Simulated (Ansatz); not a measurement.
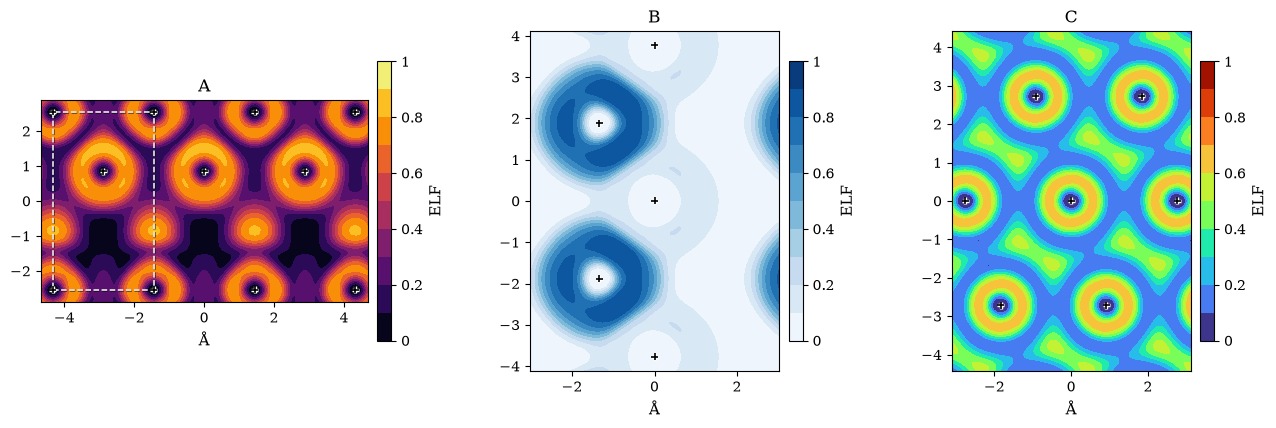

The ELF of 3 systems, each on a plane through atoms (crosses mark nuclei in the plane).

Theory: Ansatz 0.2.0, DFT, PBE, PAW with Ansatz's default frozen-core files, scalar-relativistic.

System 1: TaN, the (110) plane of the conventional cell. Space group P-6m2; computed pressure about 5 GPa in this cell.

```
CELL_PARAMETERS angstrom
2.93800 0.00000 0.00000
-1.46900 2.54438 0.00000
0.00000 0.00000 2.88300
ATOMIC_POSITIONS crystal
Ta 0.33333 0.66667 0.50000
N 0.00000 0.00000 0.00000
```

System 2: Ti, the (110) plane of the conventional cell. Space group R-3m; changed on purpose from its base cell (equal xy, yz and zx shear strains of -3 %, PAW files); computed pressure about −2 GPa in this cell; computed without spin polarisation.

```
Ti
1.0
     3.33123    0.00000   -3.33123
    -3.33123    3.33123    0.00000
     1.59177    1.59177    1.59177
Ti
3
Direct
  0.00000 0.00000 0.00000
  0.66667 0.33333 0.33333
  0.33333 0.66667 0.66667
```

System 3: ZnS, the (011) plane of the conventional cell. Space group F-43m; computed pressure about 5 GPa in this cell.

```cif
data_structure
_symmetry_space_group_name_H-M 'P 1'
_symmetry_Int_Tables_number 1
_cell_length_a 5.3362
_cell_length_b 5.3362
_cell_length_c 5.3362
_cell_angle_alpha 90.000
_cell_angle_beta 90.000
_cell_angle_gamma 90.000
_cell_volume 151.95
loop_
_atom_site_label
_atom_site_type_symbol
_atom_site_fract_x
_atom_site_fract_y
_atom_site_fract_z
_atom_site_occupancy
Zn1 Zn 0.50000 0.50000 0.00000 1
Zn2 Zn 0.00000 0.50000 0.50000 1
Zn3 Zn 0.00000 0.00000 0.00000 1
Zn4 Zn 0.50000 0.00000 0.50000 1
S1 S 0.75000 0.75000 0.25000 1
S2 S 0.25000 0.75000 0.75000 1
S3 S 0.25000 0.25000 0.25000 1
S4 S 0.75000 0.25000 0.75000 1
```

Question: Which map belongs to which system?

Answer: Panel A is system 1, TaN: the plane holds Ta and N. Ta–N (2.23 Å): the ELF peaks at about 0.80 in the valence shell of N, 0.7 Å from its nucleus, and is about 0.20 at the midpoint: no shared electron pair shows on this line. Panel B is system 3, ZnS: the plane holds Zn and S. Zn–S (2.31 Å): the ELF peaks at about 0.90 in the valence shell of S, 0.8 Å from its nucleus, and is about 0.55 at the midpoint. Panel C is system 2, Ti: the plane holds Ti. Ti–Ti (2.76 Å): the ELF is about 0.15 at the midpoint; no localised pair shows between them.
